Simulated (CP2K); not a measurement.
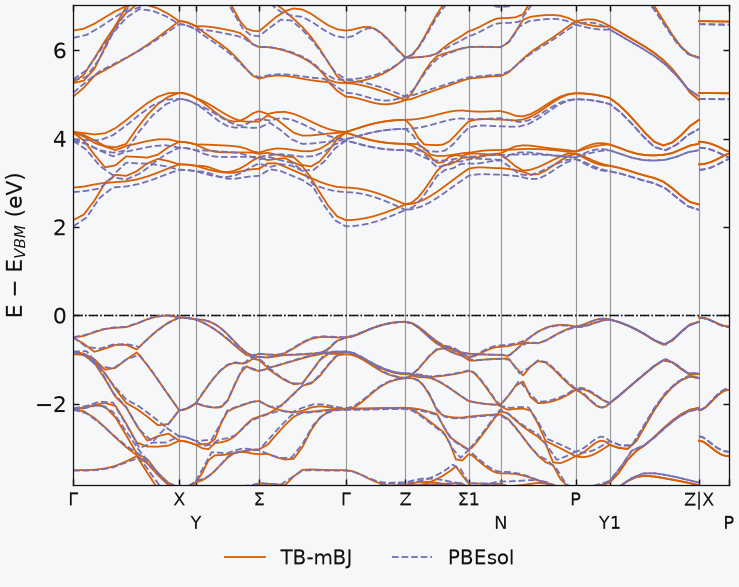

Band structures of anatase TiO2, space group I4_1/amd (No. 141), 6 atoms in the primitive cell (a = 3.784 Å, c = 9.515 Å (tetragonal axes)), by two methods on the same cell. Each is counted from its own valence-band top.

**How do the methods compare?**

TB-mBJ gives a gap of 2.16 eV along the path and PBEsol gives a gap of 2.02 eV along the path.

Settings. TB-mBJ: POTENTIAL_UZH Ti GTH-PBE-q12, O GTH-PBE-q6; TZVP-MOLOPT-PBE-GTH basis, no spin polarisation, no spin-orbit coupling, 10×10×10 k mesh, Fermi-Dirac smearing of 0.01 eV (CP2K 2026.2). PBEsol: POTENTIAL_UZH Ti GTH-PBE-q12, O GTH-PBE-q6; TZVP-MOLOPT-PBE-GTH basis, no spin polarisation, no spin-orbit coupling, 10×10×10 k mesh, Fermi-Dirac smearing of 0.05 eV (CP2K).

In reduced coordinates of the cell that was run, X is (−0.5, 0.5, 0), Y is (−0.5, 0.5, −0.079), Σ is (−0.29, 0.29, −0.29), Z is (0.5, 0.5, −0.5), Σ1 is (0.29, 0.71, −0.71), N is (0, 0.5, −0.5), P is (−0.25, 0.75, −0.25) and Y1 is (0.079, 0.921, −0.5). The potentials were made for another functional. The basis of atomic orbitals isn't converged, which shifts gaps and empty levels. LDA, GGA and most meta-GGA functionals understate gaps. TB-mBJ: this is a model potential without an energy functional, so only levels have meaning.
